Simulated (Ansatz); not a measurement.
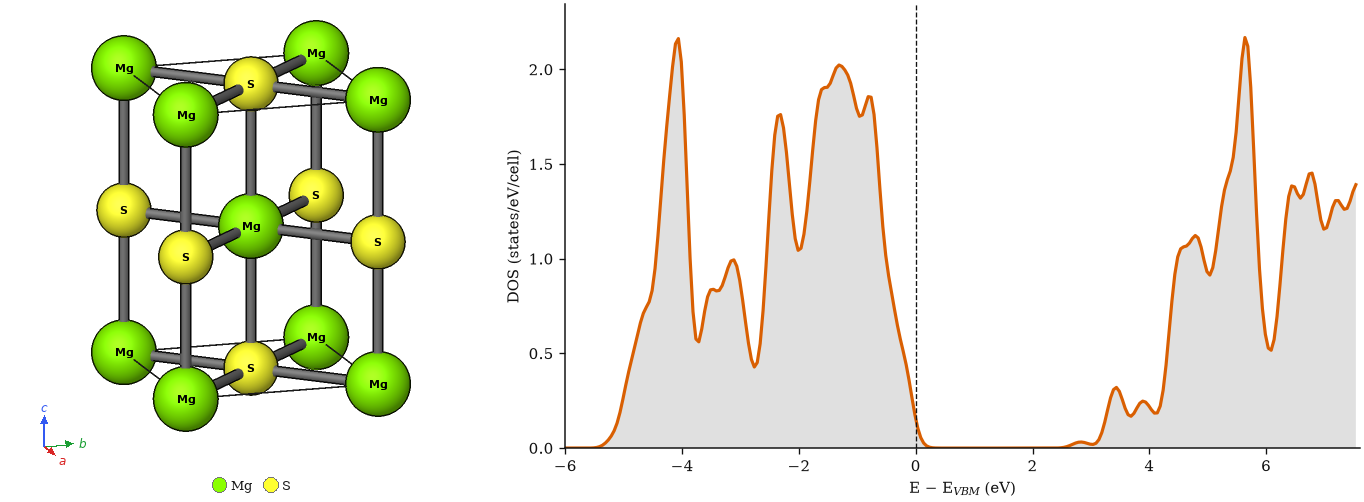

Density of states, beside the structure. Energies are counted from the top of the valence band. The curve is built from the levels of the k mesh with Gaussians 0.3 eV wide, which also blur the band edges.

System: MgS, space group I4/mmm (No. 139), 2 atoms in the cell, rocksalt type, biaxial (xy) strain −2.5%.

```xyz
2
Lattice="0.0000 2.5373 2.6015 2.5373 0.0000 2.6015 2.5373 2.5373 0.0000" Properties=species:S:1:pos:R:3 pbc="T T T"
Mg    0.0000    0.0000    0.0000
S     2.5373    2.5373    2.6015
```

Computed with Ansatz: DFT, PBE, plane waves, PAW, no spin polarisation, 8×8×8 k mesh, 420 eV cutoff, Fermi-Dirac smearing of 0.02 eV.

Is there a gap at the Fermi level, and how wide?

Answer. There is a gap; over the k points computed it is 2.79 eV (indirect; the smallest direct gap is 4.06 eV).

How wide is the upper valence band?

Answer. The upper group of valence states starts about 5.2 eV under the valence-band top, with a gap beneath it; it holds about 6 electrons a cell.

The cell is at 6 GPa in this functional.
